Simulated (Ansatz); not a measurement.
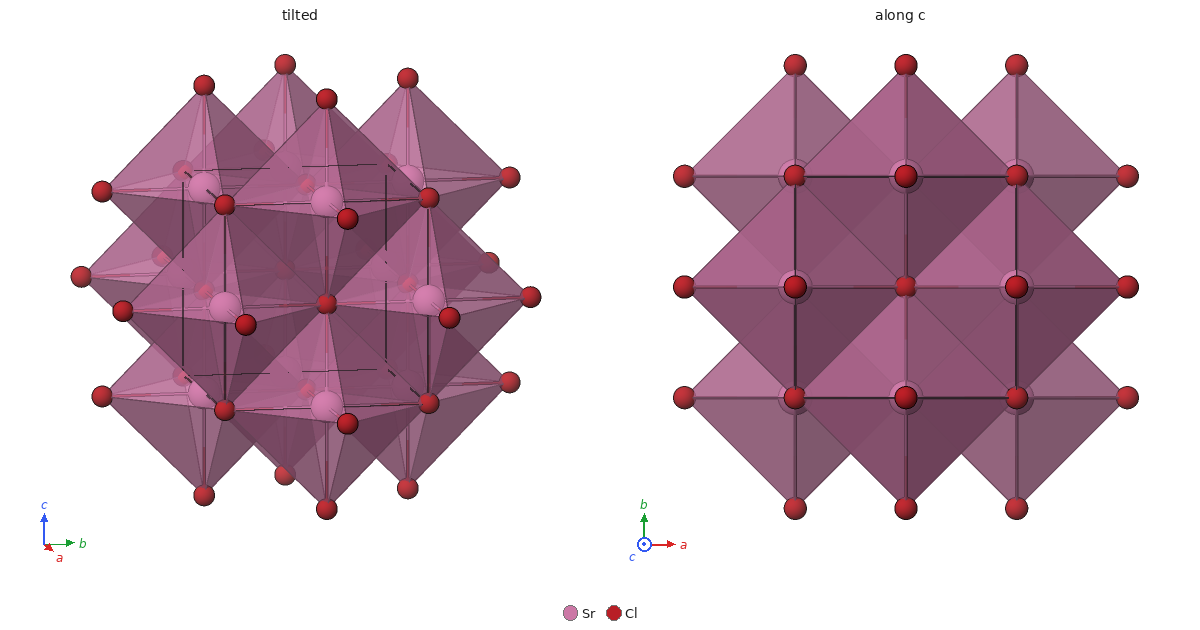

We look at a polyhedral model of the crystal slightly off an axis and along the c axis. The conventional unit cell is drawn as a box. A few atoms beyond the faces are included. Cell: a = 5.97 Å, b = 5.97 Å, c = 5.97 Å, α = 90.00°, β = 90.00°, γ = 90.00°.

Its origin is a random cell made by a generator, so it need not be a real form of the compound. Earlier steps of the study may have refined or changed the cell and positions. Ansatz was used for an electronic-structure calculation on it.

Explain the picture.

Answer. It has the composition Sr$_{3}$Cl$_{4}$. It is primitive cubic, space group Pm-3m (No. 221). It has 7 atoms to the cell (3 Sr, 4 Cl). The polyhedra are SrCl6 octahedra; they share corners and edges. Each Sr atom is coordinated by six Cl in an octahedral arrangement at about 3.0 Å. Cl takes two kinds of site: 3c with four Sr in a square planar arrangement at about 3.0 Å; 1a with six Sr in an octahedral arrangement at about 3.0 Å. The bonds build a three-dimensional framework.

Electronic-structure method: DFT PBE, scalar-relativistic, plane waves, PAW (Ansatz). Parameters: E_cut = 420 eV, a 6×6×6 sampling of the Brillouin zone, Gaussian smearing of 0.1 eV, no spin polarisation.

Predict the gap.

Answer. A metal: bands cross the Fermi level.

What net charge does each kind of atom have (Bader)?

Answer. Sr +1.33 e; Cl -1.19 to -0.94 e.

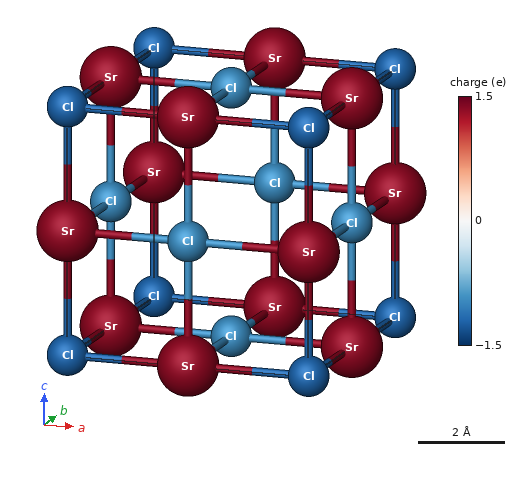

The atoms coloured by those charges. The run's cell of 7 atoms is drawn.

Do the forces and the stress vanish for this geometry?

Answer. Yes. All forces vanish to within 0.01 eV/Å. The pressure is 0.0 GPa, close to zero.
